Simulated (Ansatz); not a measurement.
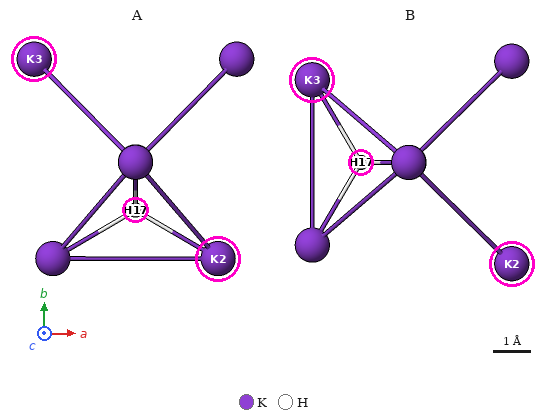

The two relaxed end points of a path for a defect cell of composition K16H (17 atoms in the cell). A ball-and-stick model of the atoms within 5.1 Å of the middle of the path, seen along the c axis. The atoms that move most are ringed. Bonds to atoms that aren't drawn are left out.

The calculation used DFT PBE, scalar-relativistic, plane waves, PAW in Ansatz 0.2.0.

Input
```yaml
crystal:
  lattice:
    - [10.565258473, 0.0, 0.0]
    - [0.0, 10.565258473, 0.0]
    - [0.0, 0.0, 10.565258473]
  atoms:
    - { symbol: K, position: [0.0347235921, -0.0004871473, 2.07064e-05] }
    - { symbol: K, position: [0.4653371831, -0.0005212994, 2.29754e-05] }
    - { symbol: K, position: [-0.0137946707, 0.5190649389, 0.0002589542] }
    - { symbol: K, position: [0.0131892141, 0.0131742155, 0.4999792936] }
    - { symbol: K, position: [0.2500146046, 0.2504871473, 0.2154992122] }
    - { symbol: K, position: [0.5138075211, 0.5190897909, 0.0002638956] }
    - { symbol: K, position: [0.4868143939, 0.0131536892, 0.4999756015] }
    - { symbol: K, position: [0.7499916286, 0.2384471221, 0.2359890407] }
    - { symbol: K, position: [-0.0064561854, 0.4808046935, 0.4999000264] }
    - { symbol: K, position: [0.2499913746, 0.7327920905, 0.2650715986] }
    - { symbol: K, position: [0.2500161802, 0.2513135642, 0.7836379803] }
    - { symbol: K, position: [0.5064604926, 0.4808242715, 0.4998968814] }
    - { symbol: K, position: [0.7500094062, 0.7693569531, 0.2574060374] }
    - { symbol: K, position: [0.7499871611, 0.2386502229, 0.7641131865] }
    - { symbol: K, position: [0.2499948293, 0.7327787471, 0.7352666891] }
    - { symbol: K, position: [0.7500051707, 0.7691770249, 0.7427605967] }
    - { symbol: H, position: [0.2499970551, 0.1258356472, -0.0006452729] }
basis:
  ecutwfc: 420
  xc_grid: 2
kpoints:
  mp_grid: { grid: [2, 2, 2], shift: [0.5, 0.5, 0.5] }
hamiltonian:
  xc: pbe
scf:
  occupations: { method: gaussian, width: 0.1 }
output:
  forces: true
neb:
  images: 5
  f_tol: 0.05
  max_iterations: 70
  order_check: false
  final_atoms:
    - { symbol: K, position: [-0.0004871473, 0.0347235921, 2.07064e-05] }
    - { symbol: K, position: [0.5190649389, -0.0137946707, 0.0002589542] }
    - { symbol: K, position: [-0.0005212994, 0.4653371831, 2.29754e-05] }
    - { symbol: K, position: [0.0131742155, 0.0131892141, 0.4999792936] }
    - { symbol: K, position: [0.2504871473, 0.2500146046, 0.2154992122] }
    - { symbol: K, position: [0.5190897909, 0.5138075211, 0.0002638956] }
    - { symbol: K, position: [0.4808046935, -0.0064561854, 0.4999000264] }
    - { symbol: K, position: [0.7327920905, 0.2499913746, 0.2650715986] }
    - { symbol: K, position: [0.0131536892, 0.4868143939, 0.4999756015] }
    - { symbol: K, position: [0.2384471221, 0.7499916286, 0.2359890407] }
    - { symbol: K, position: [0.2513135642, 0.2500161802, 0.7836379803] }
    - { symbol: K, position: [0.4808242715, 0.5064604926, 0.4998968814] }
    - { symbol: K, position: [0.7693569531, 0.7500094062, 0.2574060374] }
    - { symbol: K, position: [0.7327787471, 0.2499948293, 0.7352666891] }
    - { symbol: K, position: [0.2386502229, 0.7499871611, 0.7641131865] }
    - { symbol: K, position: [0.7691770249, 0.7500051707, 0.7427605967] }
    - { symbol: H, position: [0.1258356472, 0.2499970551, -0.0006452729] }
```

Command:
```bash
ansatz run input.yaml --threads 4 --pin off --max-ram 8192MiB --backend cpu --events-out ev --progress --plain --runs-dir out
```

**What barrier does the band find between them, and by what path?**

The barrier is about 0.069 eV in both directions, with image 3 at the top; the ends have the same energy. The H atom travels furthest, 1.86 Å from end to end, along [−1 1 0], on a path that bends up to 0.36 Å away from the straight line. At the highest image its nearest neighbour (K) is 2.68 Å away, against 2.64 Å at the start, and the surrounding atoms stand up to 0.53 Å off the mean of their end positions. The band converged in 7 iterations. The largest component of the band force went from 0.15 to 0.05 eV/Å. The climbing image converged on the top of the path. Its curvatures weren't checked.

Energies of the converged images:

```csv
image,path (Å),E (eV)
0,0.00,0.000
1,0.59,0.012
2,1.18,0.045
3,1.77,0.069
4,2.36,0.045
5,2.95,0.012
6,3.54,0.000
```

The geometry at the top of the path:

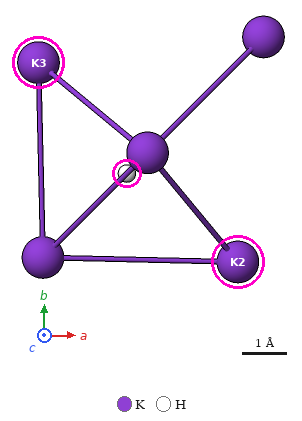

Cost: 5 min on 4 threads of Intel(R) Xeon(R) Platinum 8488C (Sapphire Rapids), with other jobs on the host, peak memory 4 GiB.
